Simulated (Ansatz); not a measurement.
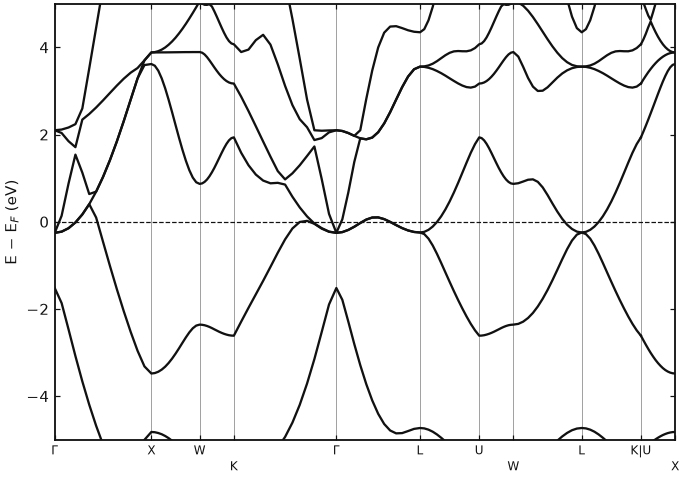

Band structure. Energies are counted from the Fermi level.

Which Bravais lattice do the labels of the path belong to?

A face-centred cubic lattice: the path Γ–X–W–K–Γ–L–U–W–L–K|U–X runs through the special points of its Brillouin zone.

The Ansatz input:

```yaml
crystal:
  lattice:
    - [0.0, 2.409225, 2.409225]
    - [2.409225, 0.0, 2.409225]
    - [2.409225, 2.409225, 0.0]
  atoms:
    - { symbol: Zr, position: [0.0, 0.0, 0.0] }
    - { symbol: H, position: [0.25, 0.25, 0.25] }
    - { symbol: H, position: [0.75, 0.75, 0.75] }
hamiltonian:
  xc: pbesol
  pseudopotentials: { kind: paw }
  hubbard: { sites: [{ species: Zr, l: d, u_eff: 2.0 }] }
kpoints:
  mp_grid: { grid: [10, 10, 10] }
  band_path:
    path:
      - [[0.0, 0.0, 0.0], [0.5, 0.0, 0.5], [0.5, 0.25, 0.75], [0.375, 0.375, 0.75], [0.0, 0.0, 0.0], [0.5, 0.5, 0.5], [0.625, 0.25, 0.625], [0.5, 0.25, 0.75], [0.5, 0.5, 0.5], [0.375, 0.375, 0.75]]
      - [[0.625, 0.25, 0.625], [0.5, 0.0, 0.5]]
    npoints: 14
scf:
  occupations: { method: fermi_dirac, width: 0.05 }
  n_extra_bands: 7
output:
  forces: true
  stress: true
  eigenvalues: true
  fatbands: false
  write_density: true
  write_potential: true
  elf: true
  volumetric_format: npy
```

System: fluorite-type ZrH₂, space group Fm-3m (No. 225), 3 atoms in the primitive cell.

Level of theory: PBEsol, Zr d U = 2 eV, Ansatz PAW, no spin polarisation, no spin-orbit coupling, 10×10×10 k mesh, 420 eV cutoff, Fermi-Dirac smearing of 0.05 eV; code Ansatz.

Does this material conduct, going by its bands?

A metal: bands cross the Fermi level along this path.

Which levels at L lie nearest to the Fermi level?

At L the nearest levels lie 0.25 eV below and 3.56 eV above the Fermi level.

The PAW data sets were made with another functional. The cell is at −3 GPa in this functional. The cell is a database's computed one. Bands are joined in order of energy, so crossings between the computed points show as kinks or gaps.
